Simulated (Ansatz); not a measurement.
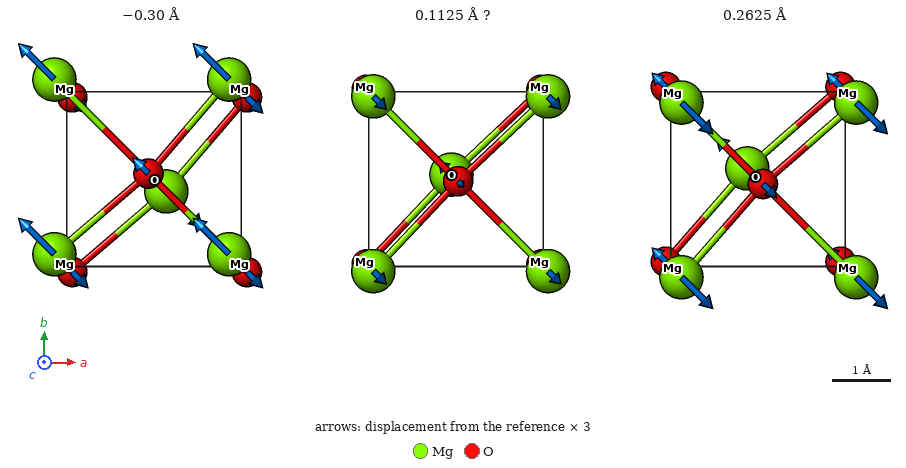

A scan of crystalline MgO (Fm-3m): a normal mode of wave vector (0, 1/2, 1/2) of the primitive cell, folded into a doubled cell, (one arbitrary combination within a set of 2 degenerate modes) is frozen in with the cell fixed, the amplitude being the largest displacement of an atom. Style: ball-and-stick. Shown: the cell of the calculation, along the c axis. Blue arrows: displacements from the reference.

These are results of Ansatz, DFT PBEsol, scalar-relativistic, plane waves, PAW, not measurements. Settings: plane-wave cutoff 420 eV; k-point mesh 8 × 8 × 6; occupations gaussian; smearing width 0.05 eV; no spin polarisation. Energies (free energies at the smearing named) are counted from the cell as listed in its source, which wasn't relaxed.

```
largest displacement (Å)  energy change (meV/cell)
                 −0.3000                       721
                 −0.1500                       175
                  0.0000                         0
                  0.0375                        11
                  0.0750                        43
                  0.1125                         ?
                  0.1875                       276
                  0.2250                       399
                  0.2625                       548
```

Fill in the missing row.

Answer. A straight line between the two neighbours gives 121 meV/cell. A cubic through the four nearest rows (0.0375, 0.0750, 0.1875, 0.2250) gives, with Lagrange weights, (−0.3000)(11) + (1.0000)(43) + (0.5000)(276) + (−0.2000)(399) = 98 meV/cell. The calculation gives 98 meV/cell, so the cubic is right to the digits shown and the straight line 23 meV/cell too high, as the curve bends upwards here.

The whole profile:

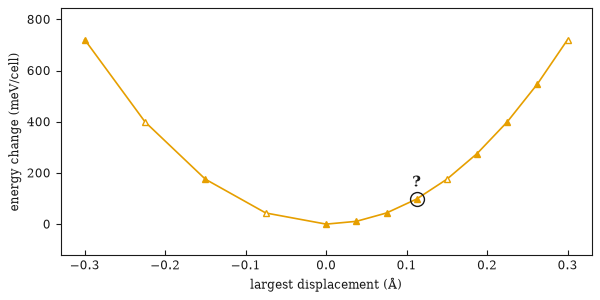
